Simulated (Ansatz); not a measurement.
Cu: geometry relaxation (part 1 of 3)

The run: geometry relaxation of Cu (slab, 27 atoms in the cell). Method and program: DFT PBEsol, scalar-relativistic, plane waves, PAW, no spin polarisation (Ansatz 0.2.0).

The structure derives from an entry of the Crystallography Open Database. The input holds or restrains some coordinates. It belongs to a series of runs on one base structure; here: stripe of 3 of 6 rows, two steps.

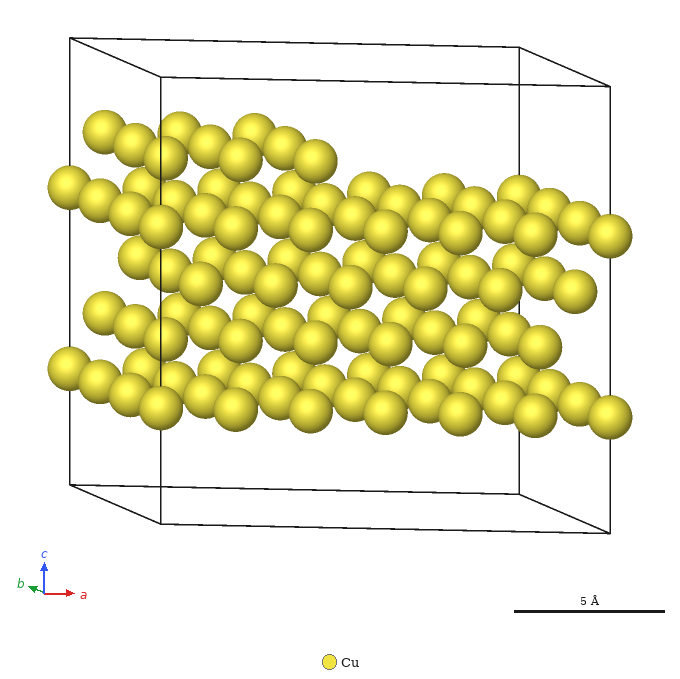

The structure as given in the input (spheres-only view of the 1 × 3 repeat of the cell, with the vacuum cut short, seen slightly off an axis).

Input:
```yaml
crystal:
  lattice:
    - [15.1181073815, 0.0, 0.0]
    - [-1.2598422818, 2.1821108416, 0.0]
    - [0.0, 0.0, 20.2292553248]
  atoms:
    - { symbol: Cu, position: [0.0, 0.0, 0.0741500355] }
    - { symbol: Cu, position: [0.0555555556, 0.6666666667, 0.1758499645] }
    - { symbol: Cu, position: [0.1111111111, 0.3333333333, 0.2775498936] }
    - { symbol: Cu, position: [0.1666666667, 0.0, 0.0741500355] }
    - { symbol: Cu, position: [0.2222222222, 0.6666666667, 0.1758499645] }
    - { symbol: Cu, position: [0.2777777778, 0.3333333333, 0.2775498936] }
    - { symbol: Cu, position: [0.3333333333, 0.0, 0.0741500355] }
    - { symbol: Cu, position: [0.3888888889, 0.6666666667, 0.1758499645] }
    - { symbol: Cu, position: [0.4444444444, 0.3333333333, 0.2775498936] }
    - { symbol: Cu, position: [0.5, 0.0, 0.0741500355] }
    - { symbol: Cu, position: [0.5555555556, 0.6666666667, 0.1758499645] }
    - { symbol: Cu, position: [0.6111111111, 0.3333333333, 0.2775498936] }
    - { symbol: Cu, position: [0.6666666667, 0.0, 0.0741500355] }
    - { symbol: Cu, position: [0.7222222222, 0.6666666667, 0.1758499645] }
    - { symbol: Cu, position: [0.7777777778, 0.3333333333, 0.2775498936] }
    - { symbol: Cu, position: [0.8333333333, 1.0, 0.0741500355] }
    - { symbol: Cu, position: [0.8888888889, 0.6666666667, 0.1758499645] }
    - { symbol: Cu, position: [0.9444444444, 0.3333333333, 0.2775498936] }
    - { symbol: Cu, position: [0.0, 1.0, 0.3792498226] }
    - { symbol: Cu, position: [0.1666666667, 1.0, 0.3792498226] }
    - { symbol: Cu, position: [0.3333333333, 1.0, 0.3792498226] }
    - { symbol: Cu, position: [0.5, 1.0, 0.3792498226] }
    - { symbol: Cu, position: [0.6666666667, 1.0, 0.3792498226] }
    - { symbol: Cu, position: [0.8333333333, 1.0, 0.3792498226] }
    - { symbol: Cu, position: [0.0555555556, 0.6666666667, 0.4809497517] }
    - { symbol: Cu, position: [0.2222222222, 0.6666666667, 0.4809497517] }
    - { symbol: Cu, position: [0.3888888889, 0.6666666667, 0.4809497517] }
basis:
  ecutwfc: 420
kpoints:
  mp_grid: { grid: [3, 15, 1] }
hamiltonian:
  xc: pbesol
scf:
  occupations: { method: gaussian, width: 0.1 }
output:
  forces: true
  eigenvalues: true
  populations: true
  write_density: true
  write_potential: true
  elf: true
  volumetric_format: npy
relax:
  adjacent_minimum: "off"
  f_tol: 0.02
  max_steps: 45
  constraints: [{ sites: [0, 1, 3, 4, 6, 7, 9, 10, 12, 13, 15, 16] }]
efield:
  axis: 3
  dipole_correction: true
  ramp_width: 0.04
```

Launched with:
```bash
ansatz run input.yaml --threads 4 --pin off --max-ram 12288MiB --backend cpu --events-out ev --progress --plain --runs-dir out
```

What the program printed:
```
Warning: crystal.symmetry: narrowed to the stabiliser of the k-point mesh — unitary ops 2 → 1; excluded 1 operation that carries a point of the 3×15×1 mesh (shift [0, 0, 0]) off the mesh (the run samples exactly the mesh kpoints.mp_grid names, as under crystal.symmetry.detect: false, and its converged state has the mesh's symmetry, not the crystal's; ε∞, the Born charges and the force constants of a linear response (`dielectric:` by the response, `phonons.method: dfpt`) are averaged over those of the crystal's operations that the state keeps within a tolerance, where `mesh_tensors`, `unaveraged_element` or `gamma_mean_max_change_ev_ang2` stands beside them; a row that `dielectric.field_direction` solves alone is averaged likewise, with nothing beside; a Γ-centred mesh of equal divisions is mapped onto itself by every operation and keeps the whole group, as does a half-shifted one under kpoints.further_shifts: images)
Engine: ansatz 0.2.0, x86_64-unknown-linux-gnu
Pseudopotentials: kind: paw
Pseudopotential: Cu, paw, valence charge 19, recommended cutoff 420 eV (normal), Cu.paw.azcp
Functional definition: PBEsol
  exchange = pbesol_x
  correlation = pbesol_c
Crystal: 27 atoms, lattice volume = 667.351 Å³
Basis set: ecut = 420 eV, 13061 PW (Γ), exchange–correlation on 216×36×288 points (8 copies of the dense FFT grid, shifted against one another)
Bands: 308, of which v1, the nominal top of the filled ones, is band 257 counted from 1 (256 counted from 0)
Symmetry: 1 space group operations
k-points: 23 of 45 (time reversal used)
Non-local potential: Cu, projectors of the file, l = 0: 3, l = 1: 2, l = 2: 3, l = 3: 1
PAW form: soft (Blöchl's): semilocal exchange-correlation on the pseudo side does not see the compensation charge
PAW frozen core: Cu, regenerated for the run's functional, and the local potential with it (the file was generated under x = pbe(κ = 0.804, μ = 0.2195149727645171), c = pbe(β = 0.06672455060314922))
PAW one-centre angular grid: Cu, 590 points (default); XC on 64 Gauss nodes
Initial density: superposition of atomic densities (neutral atoms: chi_scale 0, normalization atom), corrected by the library's trained network
Initial wavefunctions: pseudopotential atomic-orbital guess
Functional: x = pbesol(κ = 0.804, μ = 0.12345679012345678), c = pbesol(β = 0.046)
SCF iter   1: F=—  HF=-177889.537013 eV  |F-HF|=—  |Δ(HF+E_count)|=         —  Δρ=1.49e-2  dr2=9.74e-1  ethr=1.77e-3  p=0.028 e·Å  D=7.59e-3 V/Å  ΔV_dip=-0.15 eV  dr2_dipole=3.21e-3  V_vac-E_F(+/−)=4.58/4.74 eV  ⟨swp⟩=6.3  Hψ=27574  notcnv=0  defer=523
efield: sawtooth ramp at fractional position 0.7575 (placed from the atoms, in the widest stretch of the axis that holds none; the zero of the levels goes with the place), width 0.0400; the density the first Hamiltonian is built on has a dipole p = 0.028 e·Å; the dipole correction subtracts the counter field D = 7.59e-3 V/Å, which shifts the + side's vacuum level by -0.15 eV against the − side's; the planar-averaged density in the ramp window peaks in size at 1.1e-4 e/Å³
preconditioner: auto → LDOS  [metal: Δε(μ)=0.045 eV  Ē_g=8.575 eV  σ=0.100 eV  W_gap=0.25  n_scr=168 (ndim 8)  ℏωp=24.8 eV  f_vac=0.496  D(μ)=8.57/eV (n_scr^D=46)  β→1.0]
SCF iter   2: F=—  HF=-177891.063345 eV  |F-HF|=—  |Δ(HF+E_count)|=    1.53e0  Δρ=4.22e-2  dr2=6.41e0  ethr=1.90e-4  p=0.074 e·Å  D=2.01e-2 V/Å  ΔV_dip=-0.41 eV  dr2_dipole=1.20e-2  V_vac-E_F(+/−)=4.72/5.13 eV  ⟨swp⟩=3.0  Hψ=16634  notcnv=0  defer=975  recentre
SCF iter   3: F=—  HF=-177889.380072 eV  |F-HF|=—  |Δ(HF+E_count)|=    1.68e0  Δρ=2.23e-3  dr2=1.95e-2  ethr=1.90e-4  p=0.054 e·Å  D=1.45e-2 V/Å  ΔV_dip=-0.29 eV  dr2_dipole=3.87e-4  V_vac-E_F(+/−)=4.62/4.91 eV  ⟨swp⟩=2.3  Hψ=13967  notcnv=0  defer=983
SCF iter   4: F=—  HF=-177889.372835 eV  |F-HF|=—  |Δ(HF+E_count)|=   7.24e-3  Δρ=8.81e-4  dr2=3.79e-3  ethr=3.80e-6  p=0.057 e·Å  D=1.55e-2 V/Å  ΔV_dip=-0.31 eV  dr2_dipole=1.09e-6  V_vac-E_F(+/−)=4.62/4.94 eV  ⟨swp⟩=3.1  Hψ=13024  notcnv=0  defer=983
SCF iter   5: F=—  HF=-177889.373176 eV  |F-HF|=—  |Δ(HF+E_count)|=   3.41e-4  Δρ=3.94e-4  dr2=7.35e-4  ethr=7.39e-7  p=0.059 e·Å  D=1.61e-2 V/Å  ΔV_dip=-0.33 eV  dr2_dipole=4.45e-5  V_vac-E_F(+/−)=4.62/4.95 eV  ⟨swp⟩=2.1  Hψ=10147  notcnv=0  defer=983
SCF iter   6: F=—  HF=-177889.373178 eV  |F-HF|=—  |Δ(HF+E_count)|=   1.72e-6  Δρ=1.11e-4  dr2=7.62e-5  ethr=1.43e-7  p=0.061 e·Å  D=1.65e-2 V/Å  ΔV_dip=-0.33 eV  dr2_dipole=5.18e-6  V_vac-E_F(+/−)=4.62/4.95 eV  ⟨swp⟩=2.2  Hψ=9405  notcnv=0  defer=983
SCF iter   7: F=—  HF=-177889.373207 eV  |F-HF|=—  |Δ(HF+E_count)|=   2.92e-5  Δρ=6.29e-5  dr2=2.52e-5  ethr=1.48e-8  p=0.062 e·Å  D=1.67e-2 V/Å  ΔV_dip=-0.34 eV  dr2_dipole=1.92e-6  V_vac-E_F(+/−)=4.62/4.96 eV  ⟨swp⟩=2.0  Hψ=9480  notcnv=0  defer=983
SCF iter   8: F=-177889.373210 eV  HF=-177889.373210 eV  |F-HF|=2.64e-7  |Δ(HF+E_count)|=   3.03e-6  Δρ=2.05e-5  dr2=3.16e-6  ethr=1.95e-9  p=0.062 e·Å  D=1.68e-2 V/Å  ΔV_dip=-0.34 eV  dr2_dipole=2.08e-7  V_vac-E_F(+/−)=4.62/4.96 eV  ⟨swp⟩=22.7  Hψ=81225  notcnv=0
WARN: efield: at this solve's end the planar-averaged density reaches 2.79e-5 e/Å³ inside the ramp window [0.7081, 0.8470] (bound 1e-5 e/Å³), and -2.67e-5 e/Å³ on another of its planes; by the running means of the window's planes the mean density over a ramp is at most 1.26e-5 e/Å³, which is held to the bound (the quickstart, § The vacuum guard, A window that rings); the window's nearer edge stands 4.60 Å from this solve's nearest atom along the axis. Its work functions, free energy, forces, stress, dipole, levels and responses can be off, and this figure does not tell by how much. A short vacuum, a low `basis.ecutwfc` or `basis.ecutrho_ratio` and negative occupations (`scf.occupations.method`) can put density there. See the manual's quickstart, § The vacuum guard
SCF 1 converged in 8 iterations: F = -177889.373210 eV  dr2 = 3.16e-6
  greatest PAW one-centre occupation: 1.000 electrons in one spin orbital (limit 2), on the Cu atom at site 26 (counted from 0), in its partial waves of l = 0
relax step   1: F+E_penalty+E_count = -177889.37321048 eV  Δ(F+E_penalty+E_count) = +0.000e0 eV  max|allowed force component| = 5.049e-1 eV/Å  Δτ_max = 0.0000 Å  (8 SCF iters, dr2 threshold 1.00e-5 eV, accepted)
Initial density: handed on by an earlier stage of this run
Initial wavefunctions: those handed on with the density
iter 1 solved again at ethr=1.30e-5 eV; its pass at ethr=3.10e-3 eV (dr2=6.69e-2 eV) is discarded
SCF iter   1: F=—  HF=-177889.449816 eV  |F-HF|=—  |Δ(HF+E_count)|=         —  Δρ=3.82e-3  dr2=6.01e-2  ethr=1.30e-5  p=0.062 e·Å  D=1.68e-2 V/Å  ΔV_dip=-0.34 eV  dr2_dipole=2.64e-3  V_vac-E_F(+/−)=4.61/4.95 eV  ⟨swp⟩=2.6  Hψ=22124  notcnv=0  defer=980
efield: sawtooth ramp at fractional position 0.7575 (handed on by an earlier solve), width 0.0400; the density the first Hamiltonian is built on has a dipole p = 0.062 e·Å; the dipole correction subtracts the counter field D = 1.68e-2 V/Å, which shifts the + side's vacuum level by -0.34 eV against the − side's; the planar-averaged density in the ramp window peaks in size at 2.0e-5 e/Å³
preconditioner: auto → LDOS  [metal: Δε(μ)=0.025 eV  Ē_g=8.718 eV  σ=0.100 eV  W_gap=0.14  n_scr=168 (ndim 8)  ℏωp=24.8 eV  f_vac=0.498  D(μ)=7.08/eV (n_scr^D=40)  β→1.0]
SCF iter   2: F=—  HF=-177889.463897 eV  |F-HF|=—  |Δ(HF+E_count)|=   1.41e-2  Δρ=6.37e-3  dr2=1.65e-1  ethr=1.17e-5  p=0.051 e·Å  D=1.39e-2 V/Å  ΔV_dip=-0.28 eV  dr2_dipole=8.61e-7  V_vac-E_F(+/−)=4.68/4.96 eV  ⟨swp⟩=2.6  Hψ=12085  notcnv=0  defer=980  recentre
SCF iter   3: F=—  HF=-177889.437976 eV  |F-HF|=—  |Δ(HF+E_count)|=   2.59e-2  Δρ=2.80e-3  dr2=3.77e-2  ethr=1.17e-5  p=0.062 e·Å  D=1.68e-2 V/Å  ΔV_dip=-0.34 eV  dr2_dipole=3.15e-3  V_vac-E_F(+/−)=4.62/4.96 eV  ⟨swp⟩=2.2  Hψ=11830  notcnv=0  defer=980
SCF iter   4: F=—  HF=-177889.431422 eV  |F-HF|=—  |Δ(HF+E_count)|=   6.55e-3  Δρ=1.89e-4  dr2=4.22e-4  ethr=7.35e-6  p=0.061 e·Å  D=1.66e-2 V/Å  ΔV_dip=-0.34 eV  dr2_dipole=1.74e-4  V_vac-E_F(+/−)=4.62/4.96 eV  ⟨swp⟩=2.0  Hψ=11415  notcnv=0  defer=980
SCF iter   5: F=—  HF=-177889.432036 eV  |F-HF|=—  |Δ(HF+E_count)|=   6.14e-4  Δρ=2.86e-4  dr2=3.22e-4  ethr=8.23e-8  p=0.062 e·Å  D=1.68e-2 V/Å  ΔV_dip=-0.34 eV  dr2_dipole=1.05e-6  V_vac-E_F(+/−)=4.62/4.96 eV  ⟨swp⟩=3.0  Hψ=14856  notcnv=0  defer=980
SCF iter   6: F=-177889.431988 eV  HF=-177889.431977 eV  |F-HF|=1.14e-5  |Δ(HF+E_count)|=   5.86e-5  Δρ=2.39e-5  dr2=3.96e-6  ethr=3.11e-9  p=0.062 e·Å  D=1.68e-2 V/Å  ΔV_dip=-0.34 eV  dr2_dipole=6.62e-7  V_vac-E_F(+/−)=4.62/4.96 eV  ⟨swp⟩=18.0  Hψ=74752  notcnv=0
WARN: efield: at this solve's end the planar-averaged density reaches 2.06e-5 e/Å³ inside the ramp window [0.7081, 0.8470] (bound 1e-5 e/Å³), and -1.92e-5 e/Å³ on another of its planes; by the running means of the window's planes the mean density over a ramp is at most 1.23e-5 e/Å³, which is held to the bound (the quickstart, § The vacuum guard, A window that rings); the window's nearer edge stands 4.60 Å from this solve's nearest atom along the axis. Its work functions, free energy, forces, stress, dipole, levels and responses can be off, and this figure does not tell by how much. A short vacuum, a low `basis.ecutwfc` or `basis.ecutrho_ratio` and negative occupations (`scf.occupations.method`) can put density there. See the manual's quickstart, § The vacuum guard
SCF 2 converged in 6 iterations: F = -177889.431988 eV  dr2 = 3.96e-6
relax step   2: F+E_penalty+E_count = -177889.43198845 eV  Δ(F+E_penalty+E_count) = -5.878e-2 eV  max|allowed force component| = 3.177e-1 eV/Å  Δτ_max = 0.0625 Å  (6 SCF iters, dr2 threshold 1.59e-5 eV, accepted)
SCF iter   1: F=—  HF=-177889.514847 eV  |F-HF|=—  |Δ(HF+E_count)|=         —  Δρ=5.71e-3  dr2=1.35e-1  ethr=2.61e-4  p=0.062 e·Å  D=1.68e-2 V/Å  ΔV_dip=-0.34 eV  dr2_dipole=8.94e-3  V_vac-E_F(+/−)=4.62/4.95 eV  ⟨swp⟩=4.3  Hψ=14323  notcnv=0  defer=975
efield: sawtooth ramp at fractional position 0.7575 (handed on by an earlier solve), width 0.0400; the density the first Hamiltonian is built on has a dipole p = 0.062 e·Å; the dipole correction subtracts the counter field D = 1.68e-2 V/Å, which shifts the + side's vacuum level by -0.34 eV against the − side's; the planar-averaged density in the ramp window peaks in size at 2.2e-5 e/Å³
preconditioner: auto → LDOS  [metal: Δε(μ)=0.003 eV  Ē_g=8.730 eV  σ=0.100 eV  W_gap=0.02  n_scr=168 (ndim 8)  ℏωp=24.8 eV  f_vac=0.500  D(μ)=6.81/eV (n_scr^D=40)  β→1.0]
SCF iter   2: F=—  HF=-177889.527375 eV  |F-HF|=—  |Δ(HF+E_count)|=   1.25e-2  Δρ=8.37e-3  dr2=2.99e-1  ethr=2.62e-5  p=0.048 e·Å  D=1.31e-2 V/Å  ΔV_dip=-0.26 eV  dr2_dipole=4.69e-3  V_vac-E_F(+/−)=4.70/4.97 eV  ⟨swp⟩=2.9  Hψ=14477  notcnv=0  defer=978  recentre
SCF iter   3: F=—  HF=-177889.486820 eV  |F-HF|=—  |Δ(HF+E_count)|=   4.06e-2  Δρ=4.53e-3  dr2=8.93e-2  ethr=2.62e-5  p=0.062 e·Å  D=1.68e-2 V/Å  ΔV_dip=-0.34 eV  dr2_dipole=2.64e-3  V_vac-E_F(+/−)=4.62/4.96 eV  ⟨swp⟩=2.4  Hψ=11767  notcnv=0  defer=978
SCF iter   4: F=—  HF=-177889.470188 eV  |F-HF|=—  |Δ(HF+E_count)|=   1.66e-2  Δρ=4.55e-4  dr2=8.84e-4  ethr=1.74e-5  p=0.059 e·Å  D=1.59e-2 V/Å  ΔV_dip=-0.32 eV  dr2_dipole=1.42e-5  V_vac-E_F(+/−)=4.64/4.96 eV  ⟨swp⟩=2.0  Hψ=11526  notcnv=0  defer=978
SCF iter   5: F=—  HF=-177889.470695 eV  |F-HF|=—  |Δ(HF+E_count)|=   5.07e-4  Δρ=4.34e-4  dr2=7.23e-4  ethr=1.72e-7  p=0.059 e·Å  D=1.61e-2 V/Å  ΔV_dip=-0.33 eV  dr2_dipole=5.51e-6  V_vac-E_F(+/−)=4.63/4.96 eV  ⟨swp⟩=3.0  Hψ=15547  notcnv=0  defer=978
SCF iter   6: F=—  HF=-177889.470572 eV  |F-HF|=—  |Δ(HF+E_count)|=   1.23e-4  Δρ=7.59e-5  dr2=2.30e-5  ethr=1.41e-7  p=0.059 e·Å  D=1.61e-2 V/Å  ΔV_dip=-0.32 eV  dr2_dipole=1.14e-7  V_vac-E_F(+/−)=4.63/4.96 eV  ⟨swp⟩=2.0  Hψ=11527  notcnv=0  defer=978
SCF iter   7: F=—  HF=-177889.470585 eV  |F-HF|=—  |Δ(HF+E_count)|=   1.31e-5  Δρ=5.28e-5  dr2=1.67e-5  ethr=1.23e-9  p=0.059 e·Å  D=1.60e-2 V/Å  ΔV_dip=-0.32 eV  dr2_dipole=2.76e-6  V_vac-E_F(+/−)=4.64/4.96 eV  ⟨swp⟩=20.0  Hψ=78774  notcnv=0
SCF iter   8: F=—  HF=-177889.470587 eV  |F-HF|=—  |Δ(HF+E_count)|=   2.03e-6  Δρ=4.02e-5  dr2=8.06e-6  ethr=3.26e-9  p=0.059 e·Å  D=1.60e-2 V/Å  ΔV_dip=-0.32 eV  dr2_dipole=8.44e-7  V_vac-E_F(+/−)=4.64/4.96 eV  ⟨swp⟩=2.0  Hψ=9304  notcnv=0
SCF iter   9: F=-177889.470587 eV  HF=-177889.470587 eV  |F-HF|=2.87e-7  |Δ(HF+E_count)|=   3.39e-7  Δρ=8.89e-6  dr2=4.67e-7  ethr=1.23e-9  p=0.059 e·Å  D=1.60e-2 V/Å  ΔV_dip=-0.32 eV  dr2_dipole=5.26e-8  V_vac-E_F(+/−)=4.64/4.96 eV  ⟨swp⟩=14.4  Hψ=66206  notcnv=0
WARN: efield: at this solve's end the planar-averaged density reaches 2.14e-5 e/Å³ inside the ramp window [0.7081, 0.8470] (bound 1e-5 e/Å³), and -2.04e-5 e/Å³ on another of its planes; by the running means of the window's planes the mean density over a ramp is at most 1.31e-5 e/Å³, which is held to the bound (the quickstart, § The vacuum guard, A window that rings); the window's nearer edge stands 4.60 Å from this solve's nearest atom along the axis. Its work functions, free energy, forces, stress, dipole, levels and responses can be off, and this figure does not tell by how much. A short vacuum, a low `basis.ecutwfc` or `basis.ecutrho_ratio` and negative occupations (`scf.occupations.method`) can put density there. See the manual's quickstart, § The vacuum guard
SCF 3 converged in 9 iterations: F = -177889.470587 eV  dr2 = 4.67e-7
relax step   3: F+E_penalty+E_count = -177889.47058677 eV  Δ(F+E_penalty+E_count) = -3.860e-2 eV  max|allowed force component| = 7.502e-2 eV/Å  Δτ_max = 0.0779 Å  (9 SCF iters, dr2 threshold 6.31e-6 eV, accepted)
SCF iter   1: F=—  HF=-177889.475170 eV  |F-HF|=—  |Δ(HF+E_count)|=         —  Δρ=1.29e-3  dr2=6.19e-3  ethr=1.57e-5  p=0.059 e·Å  D=1.60e-2 V/Å  ΔV_dip=-0.32 eV  dr2_dipole=3.79e-4  V_vac-E_F(+/−)=4.63/4.96 eV  ⟨swp⟩=2.7  Hψ=12048  notcnv=0  defer=978
efield: sawtooth ramp at fractional position 0.7575 (handed on by an earlier solve), width 0.0400; the density the first Hamiltonian is built on has a dipole p = 0.059 e·Å; the dipole correction subtracts the counter field D = 1.60e-2 V/Å, which shifts the + side's vacuum level by -0.32 eV against the − side's; the planar-averaged density in the ramp window peaks in size at 2.2e-5 e/Å³
preconditioner: auto → LDOS  [metal: Δε(μ)=0.003 eV  Ē_g=8.747 eV  σ=0.100 eV  W_gap=0.02  n_scr=168 (ndim 8)  ℏωp=24.8 eV  f_vac=0.501  D(μ)=6.79/eV (n_scr^D=40)  β→1.0]
SCF iter   2: F=—  HF=-177889.474442 eV  |F-HF|=—  |Δ(HF+E_count)|=   7.28e-4  Δρ=1.48e-3  dr2=9.55e-3  ethr=1.21e-6  p=0.057 e·Å  D=1.55e-2 V/Å  ΔV_dip=-0.31 eV  dr2_dipole=1.05e-5  V_vac-E_F(+/−)=4.65/4.96 eV  ⟨swp⟩=2.5  Hψ=13726  notcnv=0  defer=978
SCF iter   3: F=—  HF=-177889.474855 eV  |F-HF|=—  |Δ(HF+E_count)|=   4.13e-4  Δρ=1.69e-3  dr2=1.21e-2  ethr=1.21e-6  p=0.060 e·Å  D=1.64e-2 V/Å  ΔV_dip=-0.33 eV  dr2_dipole=2.97e-4  V_vac-E_F(+/−)=4.63/4.96 eV  ⟨swp⟩=2.7  Hψ=12181  notcnv=0  defer=978
SCF iter   4: F=—  HF=-177889.473232 eV  |F-HF|=—  |Δ(HF+E_count)|=   1.62e-3  Δρ=8.38e-4  dr2=2.89e-3  ethr=1.21e-6  p=0.060 e·Å  D=1.63e-2 V/Å  ΔV_dip=-0.33 eV  dr2_dipole=3.56e-5  V_vac-E_F(+/−)=4.63/4.96 eV  ⟨swp⟩=2.0  Hψ=11362  notcnv=0  defer=978
SCF iter   5: F=—  HF=-177889.472660 eV  |F-HF|=—  |Δ(HF+E_count)|=   5.72e-4  Δρ=1.75e-4  dr2=1.21e-4  ethr=5.63e-7  p=0.059 e·Å  D=1.61e-2 V/Å  ΔV_dip=-0.33 eV  dr2_dipole=6.01e-7  V_vac-E_F(+/−)=4.63/4.96 eV  ⟨swp⟩=2.1  Hψ=11410  notcnv=0  defer=978
SCF iter   6: F=—  HF=-177889.472623 eV  |F-HF|=—  |Δ(HF+E_count)|=   3.69e-5  Δρ=3.79e-5  dr2=5.90e-6  ethr=2.36e-8  p=0.059 e·Å  D=1.60e-2 V/Å  ΔV_dip=-0.32 eV  dr2_dipole=2.77e-7  V_vac-E_F(+/−)=4.64/4.96 eV  ⟨swp⟩=2.6  Hψ=11690  notcnv=0  defer=978
SCF iter   7: F=—  HF=-177889.473184 eV  |F-HF|=—  |Δ(HF+E_count)|=   5.60e-4  Δρ=3.01e-5  dr2=4.00e-6  ethr=1.15e-9  p=0.059 e·Å  D=1.60e-2 V/Å  ΔV_dip=-0.32 eV  dr2_dipole=1.50e-7  V_vac-E_F(+/−)=4.64/4.96 eV  ⟨swp⟩=2.5  Hψ=12279  notcnv=0  defer=978
SCF iter   8: F=—  HF=-177889.473183 eV  |F-HF|=—  |Δ(HF+E_count)|=   2.40e-7  Δρ=1.67e-5  dr2=1.25e-6  ethr=7.80e-10  p=0.059 e·Å  D=1.60e-2 V/Å  ΔV_dip=-0.32 eV  dr2_dipole=3.38e-8  V_vac-E_F(+/−)=4.64/4.96 eV  ⟨swp⟩=2.0  Hψ=9205  notcnv=0  defer=978
SCF iter   9: F=-177889.473183 eV  HF=-177889.473183 eV  |F-HF|=8.27e-8  |Δ(HF+E_count)|=   1.82e-7  Δρ=4.00e-6  dr2=8.05e-8  ethr=1.95e-11  p=0.059 e·Å  D=1.60e-2 V/Å  ΔV_dip=-0.32 eV  dr2_dipole=1.14e-9  V_vac-E_F(+/−)=4.64/4.96 eV  ⟨swp⟩=16.3  Hψ=63733  notcnv=0
WARN: efield: at this solve's end the planar-averaged density reaches 2.15e-5 e/Å³ inside the ramp window [0.7081, 0.8470] (bound 1e-5 e/Å³), and -2.05e-5 e/Å³ on another of its planes; by the running means of the window's planes the mean density over a ramp is at most 1.31e-5 e/Å³, which is held to the bound (the quickstart, § The vacuum guard, A window that rings); the window's nearer edge stands 4.60 Å from this solve's nearest atom along the axis. Its work functions, free energy, forces, stress, dipole, levels and responses can be off, and this figure does not tell by how much. A short vacuum, a low `basis.ecutwfc` or `basis.ecutrho_ratio` and negative occupations (`scf.occupations.method`) can put density there. See the manual's quickstart, § The vacuum guard
SCF 4 converged in 9 iterations: F = -177889.473183 eV  dr2 = 8.05e-8
relax step   4: F+E_penalty+E_count = -177889.47318314 eV  Δ(F+E_penalty+E_count) = -2.596e-3 eV  max|allowed force component| = 7.061e-3 eV/Å  Δτ_max = 0.0216 Å  (9 SCF iters, accepted)
```
